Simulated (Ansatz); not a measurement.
System: Ge.

Input file:

```
crystal:
  lattice:
    - [5.93284, 0.0, 0.0]
    - [0.0, 5.93284, 0.0]
    - [0.0, 0.0, 6.9797]
  atoms:
    - { symbol: Ge, position: [0.0901, 0.0901, 0.0] }
    - { symbol: Ge, position: [0.4099, 0.5901, 0.75] }
    - { symbol: Ge, position: [0.9099, 0.9099, 0.5] }
    - { symbol: Ge, position: [0.5901, 0.4099, 0.25] }
    - { symbol: Ge, position: [0.17196, 0.3724, 0.2566] }
    - { symbol: Ge, position: [0.1276, 0.67196, 0.0066] }
    - { symbol: Ge, position: [0.82804, 0.6276, 0.7566] }
    - { symbol: Ge, position: [0.8724, 0.32804, 0.5066] }
    - { symbol: Ge, position: [0.67196, 0.1276, 0.9934] }
    - { symbol: Ge, position: [0.6276, 0.82804, 0.2434] }
    - { symbol: Ge, position: [0.32804, 0.8724, 0.4934] }
    - { symbol: Ge, position: [0.3724, 0.17196, 0.7434] }
scf:
  occupations: { method: fixed }
output:
  forces: false
  stress: false
  eigenvalues: true
  eigenstates:
    kpoints:
      - [0.0, 0.0, 0.0]
      - [0.08333, 0.0, 0.0]
      - [0.16667, 0.0, 0.0]
      - [0.25, 0.0, 0.0]
      - [0.33333, 0.0, 0.0]
      - [0.41667, 0.0, 0.0]
      - [0.5, 0.0, 0.0]
      - [0.5, 0.08333, 0.0]
      - [0.5, 0.16667, 0.0]
      - [0.5, 0.25, 0.0]
      - [0.5, 0.33333, 0.0]
      - [0.5, 0.41667, 0.0]
      - [0.5, 0.5, 0.0]
      - [0.41667, 0.41667, 0.0]
      - [0.33333, 0.33333, 0.0]
      - [0.25, 0.25, 0.0]
      - [0.16667, 0.16667, 0.0]
      - [0.08333, 0.08333, 0.0]
      - [0.0, 0.0, 0.0]
      - [0.0, 0.0, 0.08333]
      - [0.0, 0.0, 0.16667]
      - [0.0, 0.0, 0.25]
      - [0.0, 0.0, 0.33333]
      - [0.0, 0.0, 0.41667]
      - [0.0, 0.0, 0.5]
      - [0.08333, 0.0, 0.5]
      - [0.16667, 0.0, 0.5]
      - [0.25, 0.0, 0.5]
      - [0.33333, 0.0, 0.5]
      - [0.41667, 0.0, 0.5]
      - [0.5, 0.0, 0.5]
      - [0.5, 0.08333, 0.5]
      - [0.5, 0.16667, 0.5]
      - [0.5, 0.25, 0.5]
      - [0.5, 0.33333, 0.5]
      - [0.5, 0.41667, 0.5]
      - [0.5, 0.5, 0.5]
      - [0.41667, 0.41667, 0.5]
      - [0.33333, 0.33333, 0.5]
      - [0.25, 0.25, 0.5]
      - [0.16667, 0.16667, 0.5]
      - [0.08333, 0.08333, 0.5]
      - [0, 0, 0.5]
    e_range: [-2.5, 3]
  write_density: true
  write_potential: true
  elf: true
  volumetric_format: npy
kpoints:
  mp_grid: { grid: [6, 6, 5] }
hamiltonian:
  xc: r2scan
```

Command:

```sh
ansatz run input.yaml --threads 8 --pin off --max-ram 49152MiB --backend cpu --events-out ev --progress --plain --runs-dir out
```

Below, planes, directions and counts refer to the conventional cell (a = 5.93 Å, b = 5.93 Å, c = 6.98 Å, α = 90.00°, β = 90.00°, γ = 90.00°).

Space group P4₃2₁2; a generated structure, not necessarily the stable one.

Level of theory: Ansatz 0.2.0, DFT r2SCAN, scalar-relativistic, plane waves, PAW.

> Predict the electron localisation function between the atoms.

Ge–Ge (2.49 Å): the ELF peaks at about 0.75 between the atoms; a covalent bond.

> Metal or insulator at this level of theory?

It is gapped, with a Kohn–Sham gap of 0.78 eV on the k-point mesh, an upper bound to the gap of this method.

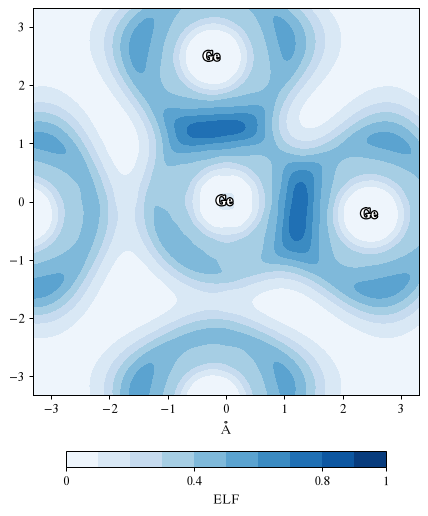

Computed electron localisation function on the (001) plane of the conventional cell. 
